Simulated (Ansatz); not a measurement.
Start from this file.

```xyz
2
Lattice="12.2385 0.0000 0.0000 0.0000 2.2334 0.0000 0.0000 0.0000 7.1930" Properties=species:S:1:pos:R:3 pbc="T T T"
Ir    3.0596    0.0000    1.1796
Ir    9.1788    0.0000    6.0134
```

**Interpret the file: composition, symmetry and coordination.**

The element is iridium. The cell holds two atoms. About every Ir there are two Ir in a linear arrangement at 2.23 Å. The bonds build Ir chains along [010].

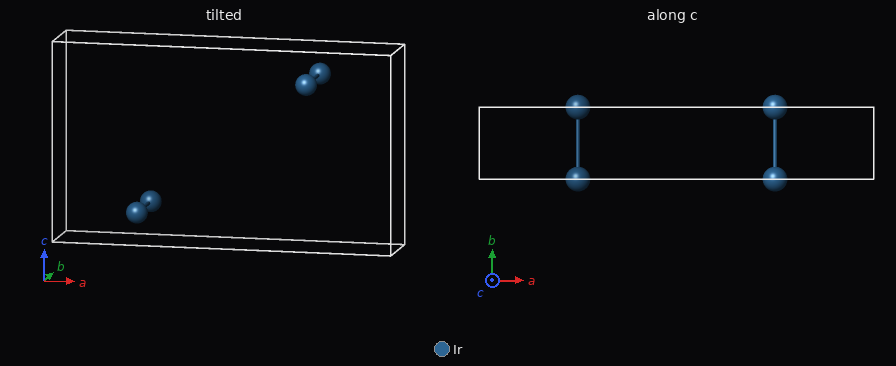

Drawn in the ball-and-stick manner and seen slightly off an axis and along the c axis. The wireframe shows the simulation cell.

The structure comes from a structure listed in the Materials Project. Earlier steps of the study may have refined or changed the cell and positions. A calculation with Ansatz used it as input.
